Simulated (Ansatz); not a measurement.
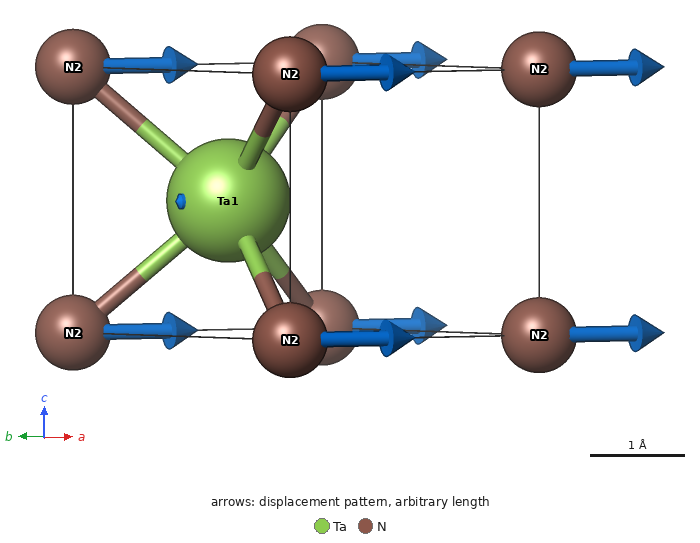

One vibrational mode of solid TaN relaxed at 9 GPa at the zone centre. The blue arrows give the relative displacements of the atoms. The picture is a ball-and-stick view of the cell of the calculation, seen from a free direction.

These are results of Ansatz 0.2.0, DFT LDA, scalar-relativistic, plane waves, PAW, not measurements.

The input:
```yaml
crystal:
  lattice:
    - [2.8836492727, 0.0, 0.0]
    - [-1.4418246364, 2.4973135258, 0.0]
    - [0.0, 0.0, 2.8323514719]
  atoms:
    - { symbol: Ta, position: [0.3333333333, 0.6666666667, 0.5] }
    - { symbol: "N", position: [0.0, 0.0, 0.0] }
basis:
  ecutwfc: 420
kpoints:
  mp_grid: { grid: [18, 18, 14] }
hamiltonian:
  xc: lda
scf:
  occupations: { method: fermi_dirac, width: 0.15 }
output:
  eigenvalues: true
phonons:
  method: dfpt
  eigenvectors: true
```

Command:
```bash
ansatz run input.yaml --threads 1 --pin off --max-ram 3072MiB --backend cpu --events-out ev --progress --plain --runs-dir out
```

The frequencies depend somewhat on the k-mesh and the smearing.

**What mode is this, and where does it lie in the spectrum?**

This is the E′ mode (doubly degenerate; one member of the set is drawn) at 16.8 THz, the lowest optical level, infrared- and Raman-active by symmetry. The N sublattice moves against the Ta sublattice, along a; the kinetic energy is shared as N 93 %, Ta 7 %. The crystal is a metal, so free carriers screen the infrared response.
